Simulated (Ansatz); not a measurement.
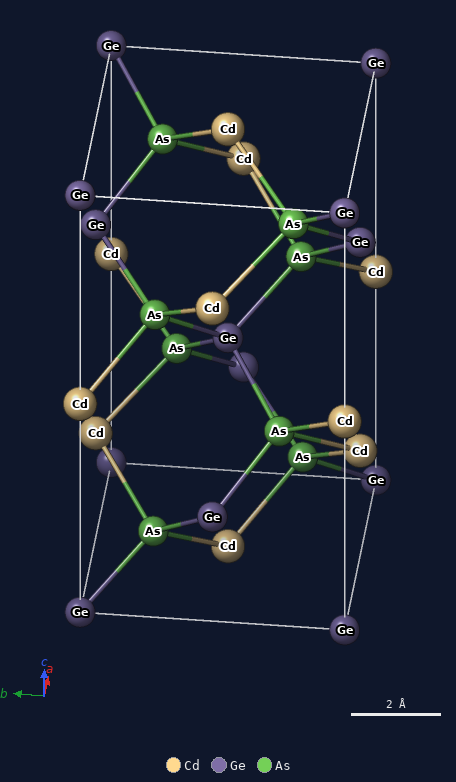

**Figure 1.** The structure as given in the input (ball-and-stick view of the cell 2 times as large as that of the calculation, set on its symmetry axes, seen at an oblique angle). Near neighbours in the crystal (not all of them lie inside the picture): Cd has 4 As at 2.67 Å; Ge has 4 As at 2.48 Å; As has 2 Cd at 2.67 Å and 2 Ge at 2.48 Å.

## CdGeAs$_{2}$: band-structure calculation (part 1 of 2)

CdGeAs$_{2}$ (8 atoms in the cell), computed with DFT LDA, scalar-relativistic, plane waves, PAW, no spin polarisation (Ansatz 0.2.0).

The structure derives from a Materials Project entry. Figures and captions count atoms from 1; the log counts them from 0 in places.

## What the program printed
```
scf.n_extra_bands = 20 over 64 filled bands (N_el = 128.0): the run solves 84 bands
Engine: ansatz 0.2.0, aarch64-unknown-linux-gnu
Pseudopotentials: kind: paw
Pseudopotential: Cd, paw, valence charge 20, recommended cutoff 420 eV (normal), Cd.paw.azcp
Pseudopotential: Ge, paw, valence charge 14, recommended cutoff 420 eV (normal), Ge.paw.azcp
Pseudopotential: As, paw, valence charge 15, recommended cutoff 420 eV (normal), As.paw.azcp
Functional definition: SPW92
  exchange = slater_x
  correlation = pw_c
Crystal: 8 atoms, lattice volume = 210.055 Å³
Basis set: ecut = 420 eV, 4091 PW (Γ)
Bands: 84, of which v1, the nominal top of the filled ones, is band 64 counted from 1 (63 counted from 0)
Symmetry: 8 space group operations
Space group: I-42d (ITA 122), of the structure as read, at distance tolerance 5.9e-5 Å
k-points: 59 of 512 (time reversal used)
Non-local potential: Cd, projectors of the file, l = 0: 3, l = 1: 2, l = 2: 2, l = 3: 1
Non-local potential: Ge, projectors of the file, l = 0: 2, l = 1: 2, l = 2: 3, l = 3: 1
Non-local potential: As, projectors of the file, l = 0: 2, l = 1: 2, l = 2: 3, l = 3: 1
PAW form: soft (Blöchl's): semilocal exchange-correlation on the pseudo side does not see the compensation charge
PAW frozen core: Cd, regenerated for the run's functional, and the local potential with it (the file was generated under x = pbe(κ = 0.804, μ = 0.2195149727645171), c = pbe(β = 0.06672455060314922))
PAW frozen core: Ge, regenerated for the run's functional, and the local potential with it (the file was generated under x = pbe(κ = 0.804, μ = 0.2195149727645171), c = pbe(β = 0.06672455060314922))
PAW frozen core: As, regenerated for the run's functional, and the local potential with it (the file was generated under x = pbe(κ = 0.804, μ = 0.2195149727645171), c = pbe(β = 0.06672455060314922))
PAW one-centre angular grid: Cd, 590 points (default); XC on 64 Gauss nodes
PAW one-centre angular grid: Ge, 590 points (default); XC on 64 Gauss nodes
PAW one-centre angular grid: As, 590 points (default); XC on 64 Gauss nodes
Initial density: superposition of atomic densities (neutral atoms: chi_scale 0, normalization atom), corrected by the library's trained network
Initial wavefunctions: pseudopotential atomic-orbital guess
Functional: x = slater, c = lda
SCF iter   1: F=—  HF=-43762.087722 eV  |F-HF|=—  |Δ(HF+E_count)|=         —  Δρ=6.01e-3  dr2=5.18e-2  ethr=1.77e-3  ⟨swp⟩=6.0  Hψ=17971  notcnv=0  defer=36
preconditioner: auto → Resta (q_TF=auto, 2.512 Å⁻¹)  ε∞=3.5  [insulator: Δε(μ)=0.128 eV  Ē_g=11.575 eV  σ=0.010 eV  W_gap=1.00  n_scr=60 (ndim 8)  ℏωp=18.5 eV  f_vac=0.136  D(μ)=0.00/eV (n_scr^D=0)  ε∞_Penn≈3.5]
SCF iter   2: F=—  HF=-43762.073614 eV  |F-HF|=—  |Δ(HF+E_count)|=   1.41e-2  Δρ=2.53e-3  dr2=9.16e-3  ethr=4.05e-5  ⟨swp⟩=3.0  Hψ=9832  notcnv=0  defer=847
SCF iter   3: F=—  HF=-43762.071855 eV  |F-HF|=—  |Δ(HF+E_count)|=   1.76e-3  Δρ=9.36e-4  dr2=1.42e-3  ethr=7.16e-6  ⟨swp⟩=2.0  Hψ=4786  notcnv=0  defer=847
SCF iter   4: F=—  HF=-43762.071692 eV  |F-HF|=—  |Δ(HF+E_count)|=   1.63e-4  Δρ=1.27e-4  dr2=3.97e-5  ethr=1.11e-6  ⟨swp⟩=2.0  Hψ=4737  notcnv=0  defer=847
SCF iter   5: F=—  HF=-43762.071661 eV  |F-HF|=—  |Δ(HF+E_count)|=   3.06e-5  Δρ=6.55e-5  dr2=9.68e-6  ethr=3.10e-8  ⟨swp⟩=2.0  Hψ=7413  notcnv=0  defer=847
SCF iter   6: F=—  HF=-43762.071661 eV  |F-HF|=—  |Δ(HF+E_count)|=   2.89e-7  Δρ=1.83e-5  dr2=8.48e-7  ethr=7.56e-9  ⟨swp⟩=2.0  Hψ=7767  notcnv=0  defer=847
SCF iter   7: F=-43762.071661 eV  HF=-43762.071661 eV  |F-HF|=6.46e-9  |Δ(HF+E_count)|=   2.41e-7  Δρ=4.21e-6  dr2=4.32e-8  ethr=7.81e-11  ⟨swp⟩=13.0  Hψ=34245  notcnv=0
SCF 1 converged in 7 iterations: F = -43762.071661 eV  dr2 = 4.32e-8
  greatest PAW one-centre occupation: 1.000 electrons in one spin orbital (limit 2), on the Cd atom at site 1 (counted from 0), in its partial waves of l = 0
```

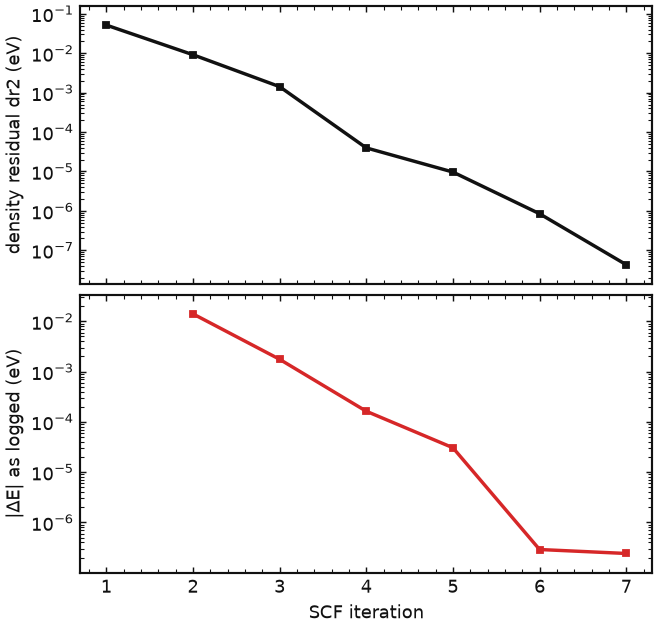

**Figure 2.** Convergence of the self-consistent field: density residual dr2 and size of the energy change against the SCF iteration. The residual falls at every step.

```
NSCF: frozen V_eff on 130 k-points
NSCF: frozen V_eff on 163 k-points
SCF converged after 7 iterations
Free energy (F): -43762.071661 eV
Harris-Foulkes:  -43762.071661 eV  (|F-HF|=6.46e-9)
Internal energy: -43762.071661 eV  (E = F + TS)
E sigma→0 (E₀):  -43762.071661 eV
Fermi energy:    7.710703 eV
--- Per-component energies (eV) ---
  E_band       = -2426.499018
  E_kinetic    = 1642.717592
  E_local      = -20365.264549  (includes V_loc(G=0)·N_el)
  E_nonlocal   = -1738.677201
  E_hartree    = 9864.152649
  E_xc         = -814.171883
  E_vxc        = -887.324129  (∫ρ·V_xc dr)
  E_paw        = -18790.414990  (= ΣΔE_a)
  E_vpaw       = -806.273070  (= ΣTr[D̂ρ^β])
  E_aug_tail   = 0.000634  (compensation charges beyond the density's cutoff)
  E_ewald      = -13574.064622
  E_core_change = 13.650710  (= ΣΔE_core)
  E_smearing   = -0.000000  (= −TS)
  E_closure    = -0.000000  (closes the sum)
  Σ components = -43762.071661   (vs F -43762.071661, Δ=0.00e0)
--- Forces (eV/Å), atoms counted from 1 ---
  atom   1  Cd    -0.00000000     0.00000000     0.00000000
  atom   2  Cd    -0.00000000     0.00000000     0.00000000
  atom   3  Ge    -0.00000000     0.00000000     0.00000000
  atom   4  Ge    -0.00000000     0.00000000     0.00000000
  atom   5  As     0.08480527    -0.00000000    -0.00000000
  atom   6  As     0.00000000    -0.08480527    -0.00000000
  atom   7  As    -0.08480527    -0.00000000     0.00000000
  atom   8  As     0.00000000     0.08480527     0.00000000
  max |Σ_I F_I| component: 1.53e-16 eV/Å
--- Stress (GPa, compression-positive) ---
       -4.530460      -0.000000       0.000000
       -0.000000      -4.530460       0.000000
        0.000000       0.000000      -4.170622
  P = ⅓ Tr σ = -4.4105 GPa (-44.105 kbar)
--- Band table (eV; the first three rows and the last of 59) ---
  k-point 0: bands = ["-94.3367", "-94.3367", "-55.4907", "-55.4904", "-55.4648", "-55.4648", "-55.4647", "-55.4647", "-27.7465", "-27.7464", "-27.7464", "-27.7463", "-27.7458", "-27.7454", "-27.7448", "-27.7448", "-27.6843", "-27.6839", "-27.6838", "-27.6838", "-27.6560", "-27.6558", "-27.6552", "-27.6552", "-27.6419", "-27.6418", "-27.6418", "-27.6418", "-17.2298", "-17.2298", "-17.2295", "-17.2262", "-17.2236", "-17.2236", "-17.2092", "-17.2080", "-17.2069", "-17.2055", "-4.9360", "-2.9592", "-2.9592", "-2.9492", "-1.3885", "-0.6217", "-0.5888", "-0.5888", "-0.4968", "-0.4434", "-0.4421", "-0.4202", "-0.2152", "-0.2152", "-0.2020", "1.0929", "3.6755", "3.9079", "3.9079", "4.2423", "4.6910", "5.6460", "5.6460", "7.0718", "7.5576", "7.5576", "7.7720", "8.9822", "9.3035", "10.4840", "10.4840", "10.9228", "11.3606", "11.9410", "12.4140", "12.4140", "13.4254", "13.4254", "13.5995", "14.6499", "15.6231", "16.2965", "16.7155", "16.7155", "16.8480", "17.3851"]
  k-point 1: bands = ["-94.3367", "-94.3367", "-55.4907", "-55.4904", "-55.4648", "-55.4648", "-55.4647", "-55.4647", "-27.7465", "-27.7464", "-27.7464", "-27.7463", "-27.7457", "-27.7454", "-27.7449", "-27.7449", "-27.6843", "-27.6839", "-27.6838", "-27.6838", "-27.6560", "-27.6557", "-27.6553", "-27.6553", "-27.6419", "-27.6419", "-27.6418", "-27.6418", "-17.2297", "-17.2297", "-17.2293", "-17.2262", "-17.2239", "-17.2238", "-17.2091", "-17.2080", "-17.2069", "-17.2055", "-4.8659", "-3.1026", "-2.9977", "-2.9547", "-1.2620", "-0.6394", "-0.6048", "-0.5894", "-0.4915", "-0.4704", "-0.4452", "-0.4245", "-0.2730", "-0.1959", "-0.1607", "1.1710", "3.5974", "3.9322", "3.9613", "4.4579", "4.6566", "5.6464", "5.7258", "6.0917", "7.4208", "7.5007", "8.4027", "9.1680", "9.9168", "10.3773", "10.4104", "11.2152", "11.4879", "11.8005", "12.2374", "12.6355", "13.0744", "13.4085", "14.2958", "15.1163", "15.5952", "15.6371", "15.9472", "16.1696", "16.4011", "16.5683"]
  k-point 2: bands = ["-94.3367", "-94.3367", "-55.4906", "-55.4905", "-55.4648", "-55.4648", "-55.4647", "-55.4647", "-27.7465", "-27.7464", "-27.7464", "-27.7463", "-27.7456", "-27.7453", "-27.7450", "-27.7449", "-27.6842", "-27.6839", "-27.6838", "-27.6838", "-27.6558", "-27.6557", "-27.6554", "-27.6553", "-27.6420", "-27.6419", "-27.6417", "-27.6417", "-17.2296", "-17.2296", "-17.2287", "-17.2261", "-17.2245", "-17.2242", "-17.2089", "-17.2081", "-17.2067", "-17.2057", "-4.6702", "-3.4146", "-3.0779", "-2.9803", "-0.9827", "-0.7061", "-0.6067", "-0.5916", "-0.5000", "-0.4764", "-0.4509", "-0.4374", "-0.3403", "-0.2250", "-0.0442", "1.1699", "3.3516", "3.8609", "4.2250", "4.6973", "4.9720", "5.0355", "5.9893", "6.3012", "6.7116", "7.3481", "8.9024", "9.2842", "10.0342", "10.4065", "11.0804", "11.3668", "11.7130", "11.8940", "12.2376", "12.4570", "13.4553", "13.4594", "14.3164", "14.5194", "15.0106", "15.0738", "15.5417", "15.9406", "15.9737", "16.1977"]
```
